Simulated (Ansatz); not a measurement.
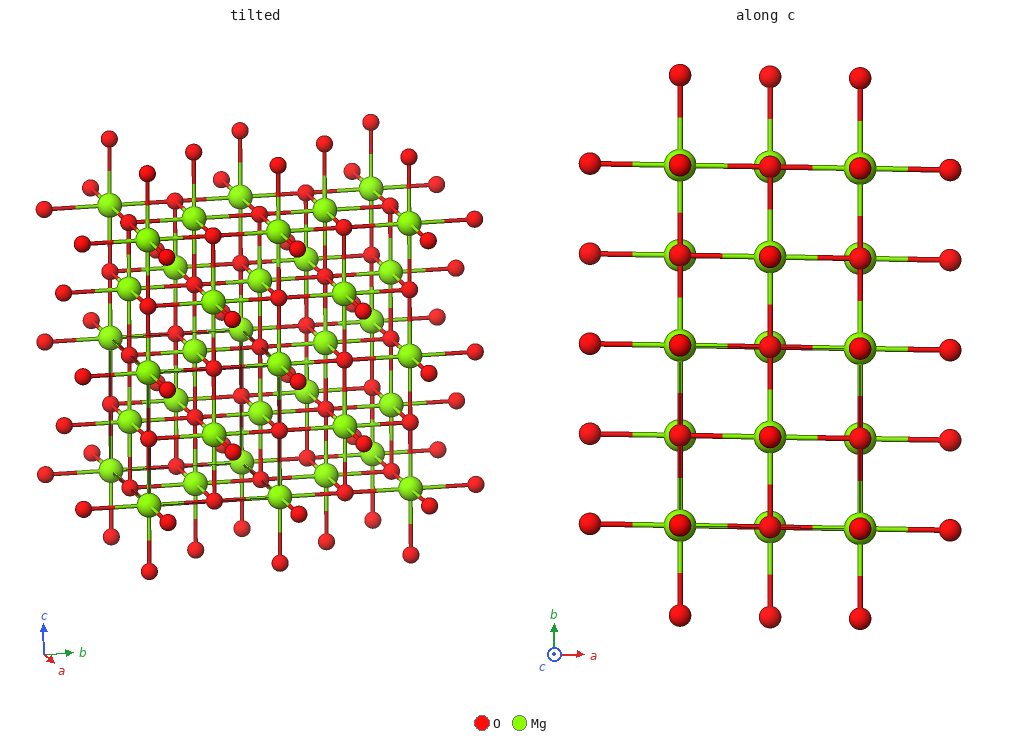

Ball-and-stick representation of a periodic structure, projected slightly off an axis and along the c axis. The picture spans 1×2×2 cells, one drawn cell (a repeat of the simulation cell) being drawn with solid lines. A few atoms beyond the faces are included.

MgO, a = 4.25 Å, b = 4.25 Å, c = 4.25 Å, α = 91.00°, β = 91.00°, γ = 91.00°.

Run with G0W0 on PBE, plane waves, PAW in Ansatz 0.2.0 and these settings: E_cut = 420 eV, k-points about 0.42 Å⁻¹ apart, no spin polarisation.

Question: How large a gap does the method give, if there is one?

Answer: An insulator at this level, with a gap of 4.35 eV, direct.

The model was built from a structure type filled with these elements by a generator (whether the compound takes this form wasn't checked). Earlier steps of the study may have refined or changed the cell and positions. A calculation with Ansatz used it as input.
